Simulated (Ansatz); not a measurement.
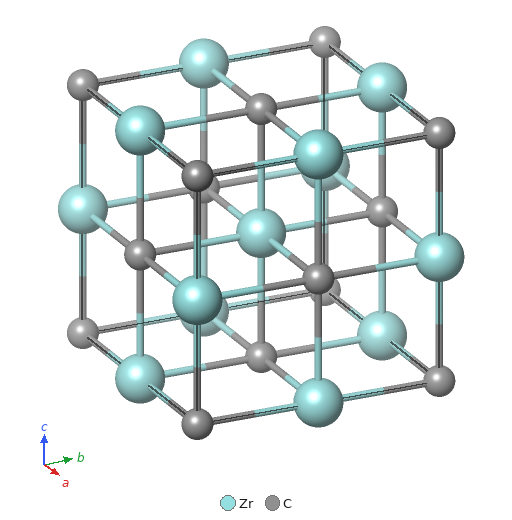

Ball-and-stick drawing of the structure, looking from a general direction. The edges of the conventional unit cell are marked.

Cell dimensions are a = 4.709 Å, b = 4.709 Å, c = 4.709 Å, α = 90.00°, β = 90.00°, γ = 90.00°.

**Which compound is drawn?**

ZrC. The cell holds 4 Zr, 4 C, counting shared atoms by their share.

**What kind of lattice is this?**

Face-centred cubic.

**Which of the 230 space groups is it?**

Fm-3m (No. 225), with Zr on 4b and C on 4a.

**What structure family is shown?**

Rock salt (NaCl type).

**What are the neighbours of Zr?**

Each Zr has six C in an octahedral arrangement at about 2.4 Å. Not all metal-metal contacts are counted.

Provenance: a structure type known for this compound. Earlier steps of the study may have refined or changed the cell and positions. Ansatz was used for an electronic-structure calculation on it.
